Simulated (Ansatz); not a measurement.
WS₂ (space group R-3m, No. 166). Coordinates: the input geometry of an electronic-structure calculation (not necessarily at equilibrium); the starting structure was generated, so it need not be a known form of this composition.

```xyz
9
Lattice="3.1972 0.0000 0.0000 -1.5986 2.7688 0.0000 0.0000 0.0000 18.2613" Properties=species:S:1:pos:R:3 pbc="T T T"
W     0.0000    0.0000    0.0000
S     0.0000    1.8459   16.6981
S     0.0000    0.0000   13.7374
W     1.5986    0.9229    6.0871
S     0.0000    0.0000    4.5239
S     1.5986    0.9229    1.5632
W     0.0000    1.8459   12.1742
S     1.5986    0.9229   10.6110
S     0.0000    1.8459    7.6503
```

Describe how the polyhedra about W are linked (bonds: S–W below 2.7 Å).

W: WS6 octahedron, sharing edges with six neighbours.

They form layers of edge-sharing octahedra parallel to (001).

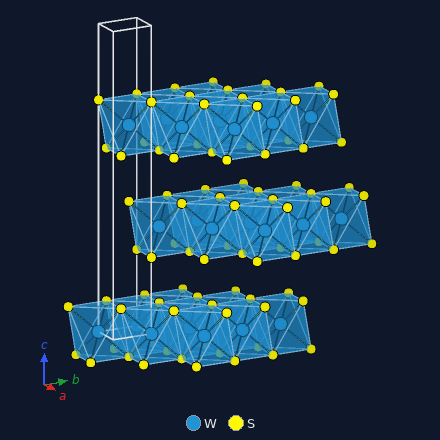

Polyhedra are drawn about W (bonds: S–W below 2.7 Å); other atoms are plain spheres.
